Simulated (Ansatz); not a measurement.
AlGa3As4

```
Al Ga As
1.0
    13.29672    0.00000   -0.00515
     0.00000    4.01257    0.00000
    -1.21144    0.00000    6.83446
Al Ga As
2 6 8
Cartesian
  0.0009 0.0000 0.0042
  6.6492 2.0063 0.0016
  -0.6019 2.0063 3.4164
  6.0465 0.0000 3.4138
  2.4125 0.0000 5.1220
  9.0608 2.0063 5.1195
  3.0207 2.0063 1.7081
  9.6690 0.0000 1.7055
  0.6024 2.0063 1.2791
  7.2508 0.0000 1.2765
  -0.0042 0.0000 4.6999
  6.6441 2.0063 4.6973
  3.0198 2.0063 6.4050
  9.6681 0.0000 6.4024
  3.6278 0.0000 2.9881
  10.2762 2.0063 2.9855
```

Space group Cm; started from the ordered alloy on zincblende lattice prototype, which need not be the ambient phase.

Computed with DFT, PBE0, plane waves, PAW (Ansatz).

In a PAW calculation such maps are meaningful between the atoms, not at the nuclei.

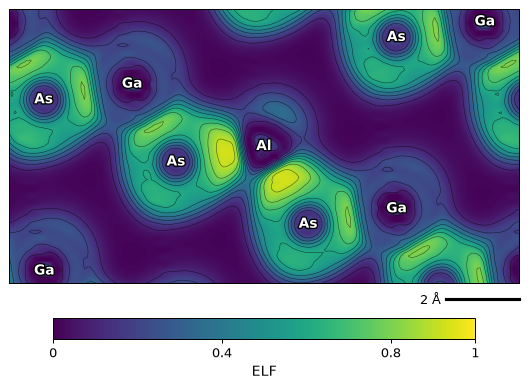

Figure 1. Electron localisation function on the (010) plane of the conventional cell.

Q: What do the fields say about this system?

A: The section cuts through Al, Ga and As sites. Al–As (2.46 Å): the ELF peaks at about 0.95 between the atoms: a covalent bond. Ga–As (2.46 Å): the ELF peaks at about 0.80 between the atoms; localised, covalent bonding. The features right at Ga lie inside the PAW spheres, where the map follows smoothed inner orbitals and isn't to be read closely.

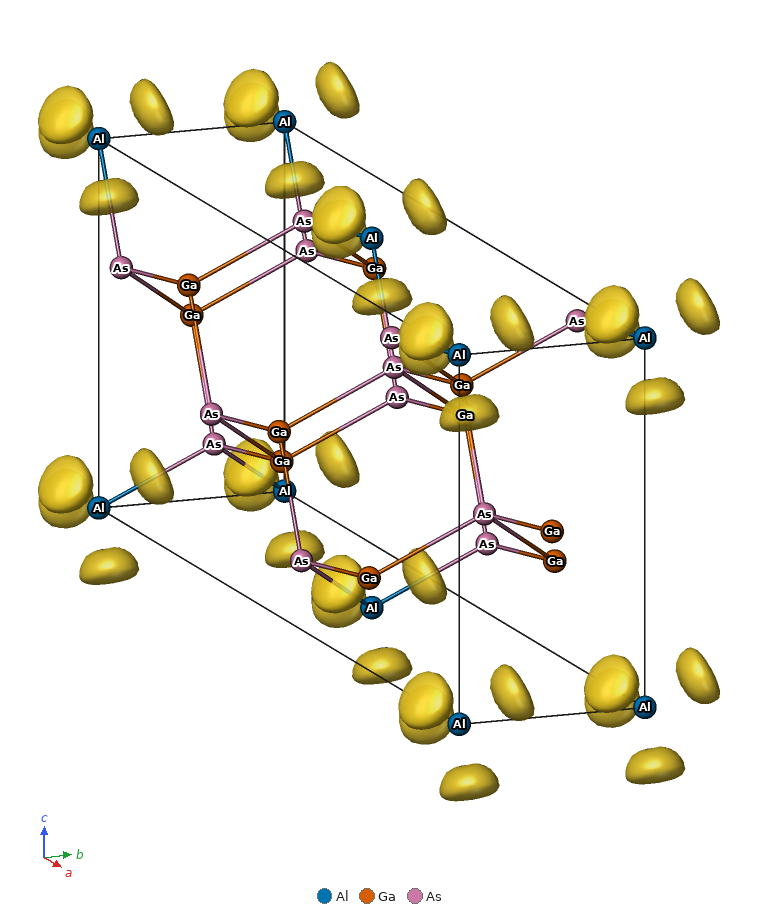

Figure 2. Isosurface of the electron localisation function at 0.85 (yellow), seen at an oblique angle. Core shells and regions of very low density are left out. Sticks mark near contacts.

Q: Where are the electrons localised?

A: At this value the surface marks out eight regions between bonded Al–As atoms (shared pairs), counted in one cell of 16 atoms. Regions shared between cells count once. Along the contacts the grid gives the following. Al–As (2.45 Å): the ELF peaks at about 0.95 between the atoms: a shared electron pair. Ga–As (2.45 Å): the ELF peaks at about 0.80 between the atoms: a covalent bond.

Q: Metal or insulator at this level of theory?

A: It is gapped, with a Kohn–Sham gap of 2.2 eV on the k-point mesh, an upper bound to the gap of this method.
